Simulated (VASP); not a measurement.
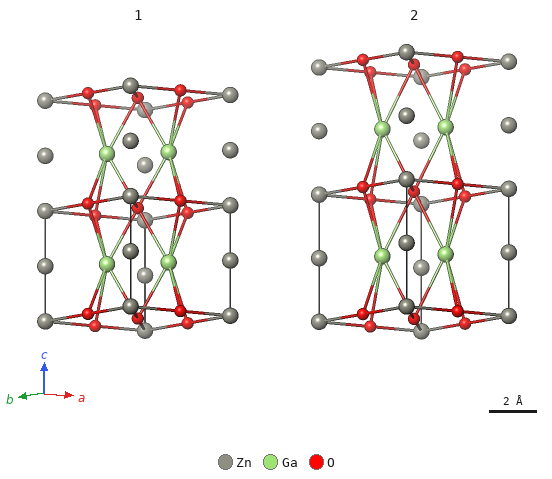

Two geometries of solid Zn2Ga2O3 (a generated structure, set up in P6/mmm), drawn at one scale. One is the start of a relaxation, the other its converged end. The picture is a ball-and-stick view of the cell of the calculation, repeated 1 × 1 × 2 with one cell outlined, seen from a free direction.

Computed with Kohn-Sham DFT of a periodic cell, PBE, VASP PAW PBE potentials, recommended (VASP). Settings: plane-wave cutoff 520 eV; k-point mesh 4 × 4 × 3; occupations gaussian; smearing width 0.15 eV; no spin polarisation.

Q: Which geometry has the lower energy?

A: Structure 1 is the relaxed one. The run lets cell and atoms move. After 8 geometry steps the energy has fallen by 114 meV per atom. All forces vanish by symmetry, so only the cell relaxes. The pressure goes from −8.80 to −0.80 GPa. The atoms keep their places relative to the cell (all moves are under 0.005 Å). The drawn cell changes as follows: a = b 4.776 → 4.658 Å (−2.5 %), c 5.642 → 4.898 Å (−13.2 %); the volume changes by −17.4 %. Among the contacts that change: Ga–O 3.140 → 2.794 Å, O–Zn 2.388 → 2.329 Å. The space group stays P6/mmm (No. 191). The volume changes by over a tenth within one run on a fixed set of plane waves, so the end point should be relaxed again from the new cell. It ran on 1 thread of Intel(R) Xeon(R) 6975P-C (Granite Rapids), with other jobs on the host.

Limits of the set-up: layers or molecules are held without a dispersion correction, so their spacing is unreliable.
